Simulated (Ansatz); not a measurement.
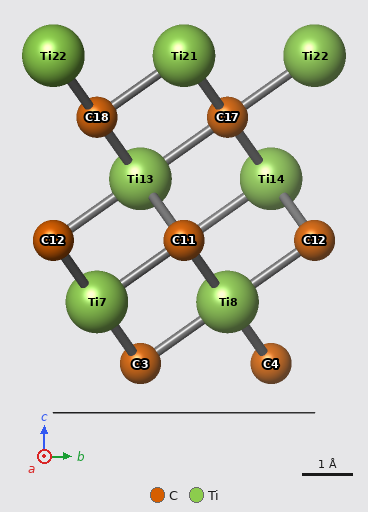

Starting structure of a slab of composition TiC (cut from the Fm-3m phase). A ball-and-stick model of the cell of the calculation, outlined in the plane, without the vacuum, seen along the a axis.

Case: clean slab, lower half held. The slab is the (1 1 1) face of TiC. 12 atoms are held fixed.

These are results of Ansatz, DFT PBE, scalar-relativistic, plane waves, PAW, not measurements.

Input
```yaml
crystal:
  lattice:
    - [6.1276785403, 0.0, 0.0]
    - [-3.0638392701, 5.3067252821, 0.0]
    - [0.0, 0.0, 23.2540357214]
  atoms:
    - { symbol: C, position: [0.1666666667, 0.3333333333, 0.3655279497] }
    - { symbol: C, position: [0.1666666667, 0.8333333333, 0.3655279497] }
    - { symbol: C, position: [0.6666666667, 0.3333333333, 0.3655279497] }
    - { symbol: C, position: [0.6666666667, 0.8333333333, 0.3655279497] }
    - { symbol: Ti, position: [0.3333333333, 0.1666666667, 0.4193167698] }
    - { symbol: Ti, position: [0.3333333333, 0.6666666667, 0.4193167698] }
    - { symbol: Ti, position: [0.8333333333, 0.1666666667, 0.4193167698] }
    - { symbol: Ti, position: [0.8333333333, 0.6666666667, 0.4193167698] }
    - { symbol: C, position: [0.5, 0.5, 0.4731055899] }
    - { symbol: C, position: [0.5, 0.0, 0.4731055899] }
    - { symbol: C, position: [0.0, 0.5, 0.4731055899] }
    - { symbol: C, position: [0.0, 0.0, 0.4731055899] }
    - { symbol: Ti, position: [0.6666666667, 0.3333333333, 0.5268944101] }
    - { symbol: Ti, position: [0.6666666667, 0.8333333333, 0.5268944101] }
    - { symbol: Ti, position: [0.1666666667, 0.3333333333, 0.5268944101] }
    - { symbol: Ti, position: [0.1666666667, 0.8333333333, 0.5268944101] }
    - { symbol: C, position: [0.8333333333, 0.6666666667, 0.5806832302] }
    - { symbol: C, position: [0.8333333333, 0.1666666667, 0.5806832302] }
    - { symbol: C, position: [0.3333333333, 0.6666666667, 0.5806832302] }
    - { symbol: C, position: [0.3333333333, 0.1666666667, 0.5806832302] }
    - { symbol: Ti, position: [0.0, 0.5, 0.6344720503] }
    - { symbol: Ti, position: [0.0, 0.0, 0.6344720503] }
    - { symbol: Ti, position: [0.5, 0.5, 0.6344720503] }
    - { symbol: Ti, position: [0.5, 0.0, 0.6344720503] }
basis:
  ecutwfc: 420
kpoints:
  mp_grid: { grid: [6, 6, 1] }
hamiltonian:
  xc: pbe
scf:
  occupations: { method: gaussian, width: 0.1 }
output:
  forces: true
  eigenvalues: true
relax:
  adjacent_minimum: "off"
  f_tol: 0.03
  max_steps: 70
  constraints: [{ sites: [0, 1, 2, 3, 4, 5, 6, 7, 8, 9, 10, 11] }]
efield:
  axis: 3
  dipole_correction: true
  ramp_width: 0.04
```

Command:
```bash
ansatz run input.yaml --threads 4 --pin off --max-ram 10240MiB --backend cpu --events-out ev --progress --plain --runs-dir out
```

**Where does the constrained relaxation end?**

Over 3 accepted moves (4 points after the start) the energy falls by 0.794 eV per cell of the calculation. Largest force component: 1.8 eV/Å at the start, 0.014 eV/Å at the end. 1 step only repeated the SCF at the same geometry. The largest moves, 0.14 Å, are those of Ti21, Ti22, Ti23 and Ti24. Ti21 goes along the normal (−c). Largest moves by element: Ti 0.14 Å, C 0.08 Å. The lattice vectors keep their values. Some distances before and after: C17–Ti21 2.166 → 2.047 Å, Ti13–Ti21 3.064 → 2.978 Å, Ti13–C17 2.166 → 2.234 Å, Ti5–Ti13 3.064 → 3.035 Å. Bond angles that change, for instance: Ti13–C20–Ti22 180.0° → 172.6°, C17–Ti21–C18 90.0° → 96.9°, Ti22–C20–Ti23 90.0° → 96.9°. Cost: 75 s on 4 threads of Arm Neoverse V2, with other jobs on the host, peak memory 2 GiB.

The end point in the same view:

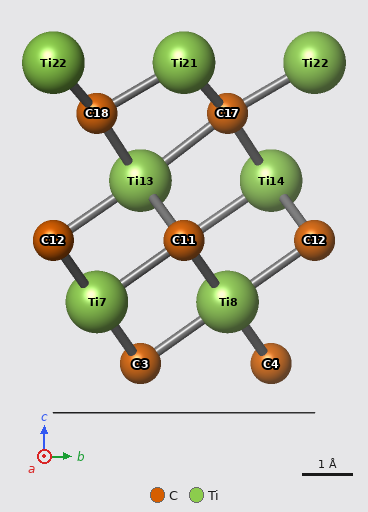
